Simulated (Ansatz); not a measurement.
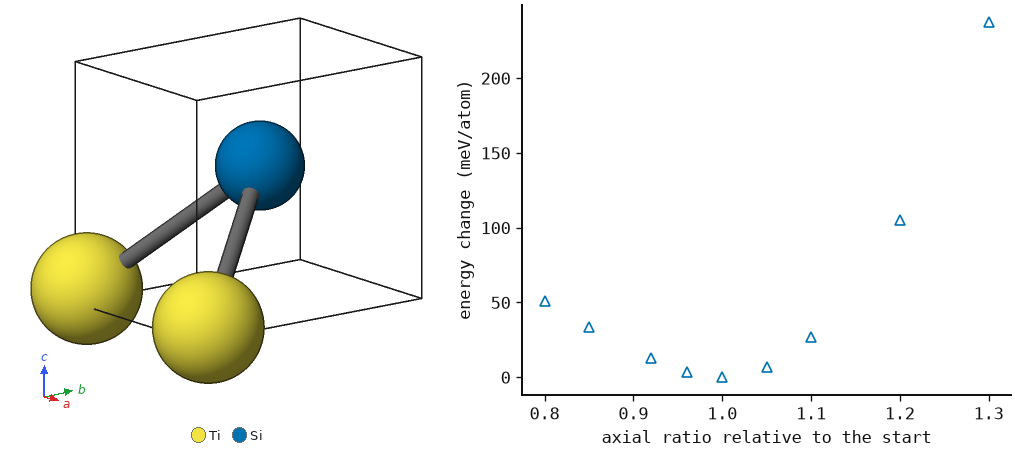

The plot gives the computed energy change against relative axial ratio for TiSi, space group Cmmm (No. 65). The cell is drawn beside the plot.

Starting cell:
```
CELL_PARAMETERS angstrom
3.79316 0.00000 0.00000
0.00000 1.80285 2.06599
0.00000 -1.80285 2.06599
ATOMIC_POSITIONS crystal
Ti 0.00000 0.05073 0.05073
Si 0.50000 0.55077 0.55077
```

How it was computed, with Ansatz 0.2.0: deformation of a crystal at fixed volume, lengths along the axis scaled against those across it, fractional coordinates fixed, by plane-wave density functional theory with PAW datasets, free energies less that of the undisturbed cell, pressure positive in compression; scalar-relativistic. Level: PBEsol, no spin polarisation.

- wave cutoff: 420 eV
- k mesh: 18×24×24
- occupations: Gaussian
- smearing width: 0.15 eV
- k shift: (0, 0, 0) (mesh steps)
- start: relaxed
- path: axial
- axis direction: (0, 0, 1) (Cartesian unit vector)

From this curve and the settings, what does the calculation give for the pressure at the same points?

The pressure rises from −1.6 GPa at relative axial ratio 0.80 to 13.9 GPa at 1.30, and changes sign near 1.00.

| axial ratio relative to the start | pressure (GPa) |
| --- | --- |
| 0.80 | −1.6 |
| 0.85 | −1.6 |
| 0.92 | −1.2 |
| 0.96 | −0.7 |
| 1.00 | 0.0 |
| 1.05 | 1.4 |
| 1.10 | 3.2 |
| 1.20 | 7.9 |
| 1.30 | 13.9 |

Limits of the calculation: shape and atomic fractions are frozen while scaling, which makes layered, chain and framework solids too stiff.
